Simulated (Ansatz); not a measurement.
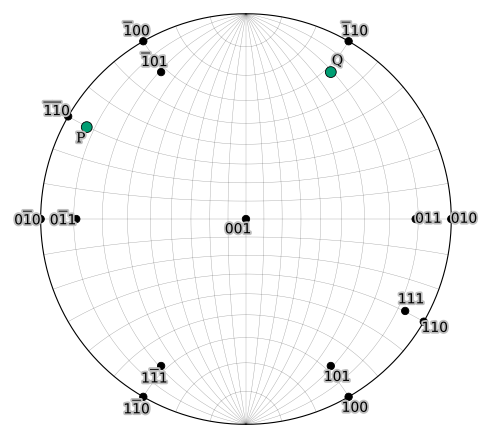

Stereographic projection of plane normals (upper hemisphere) centred on (0 0 1). Crystal: PtS2, the end point of a relaxation with DFT PBE+D3(BJ), scalar-relativistic, plane waves, PAW in Ansatz 0.2.0; the starting structure was generated, so it need not be a known form of this composition. All values are computed from the atomic coordinates in the standard setting (tolerance 0.002 Å).

a = 3.543 Å, b = 3.543 Å, c = 16.009 Å, α = 90.00°, β = 90.00°, γ = 120.00°.

Index the poles marked P, Q.

Answer. P is (−1 −1 1), in four indices (−1 −1 2 1), 83.7° from the centre; Q is (−1 1 1), in four indices (−1 1 0 1), 79.1° from the centre.

What is the angle between the normals of (1 −1 1) and (0 −1 1), and what are their d_hkl = 1/|g|?

Answer. 58.8°; d = 3.014 Å and 3.014 Å.
